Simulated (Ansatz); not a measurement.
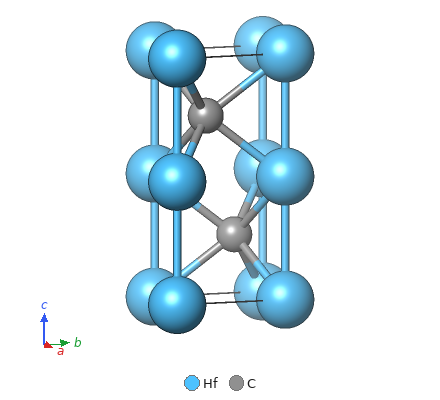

The structure; the drawing may span several cells.

Given this structure, coordinates from a relaxation with Ansatz 0.2.0, DFT PBEsol, scalar-relativistic, plane waves, PAW; the starting structure was generated, so it need not be a known form of this composition, written in its standard cell:

```
Hf C
1.0
     3.23321    0.00000    0.00000
    -1.61660    2.80004    0.00000
     0.00000    0.00000    5.71875
Hf C
2 2
Cartesian
  0.0000 0.0000 0.0000
  0.0000 0.0000 2.8594
  0.0000 1.8667 1.4297
  1.6166 0.9333 4.2891
```

Question: Predict the [001] zone-axis pattern (200 kV, kinematic, B = 0.5 Å²).

Answer: The spots form a hexagonal net with both shortest vectors at d = 2.80 Å, 60.0° apart. They are 1 -1 0 and 1 0 0. The pattern has symmetry 6mm. No reflection of this zone is absent.

Strongest reflections with d > 0.86 Å, one of each family (|F|² from tabulated Gaussian fits of the electron scattering factors, times a small damping for the curvature of the Ewald sphere):

```json
{"hkl": "1 0 0", "d (Å)": "2.800", "I (strongest = 100)": "100"}
{"hkl": "2 -1 0", "d (Å)": "1.617", "I (strongest = 100)": "69"}
{"hkl": "2 0 0", "d (Å)": "1.400", "I (strongest = 100)": "30"}
{"hkl": "3 0 0", "d (Å)": "0.933", "I (strongest = 100)": "16"}
{"hkl": "3 -1 0", "d (Å)": "1.058", "I (strongest = 100)": "16"}
```

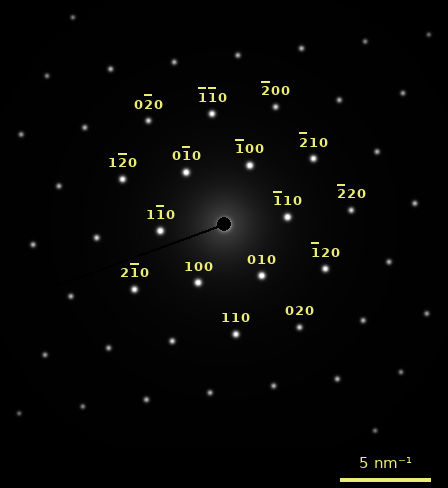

Calculated pattern, seen from the source side with [001] pointing towards the source.
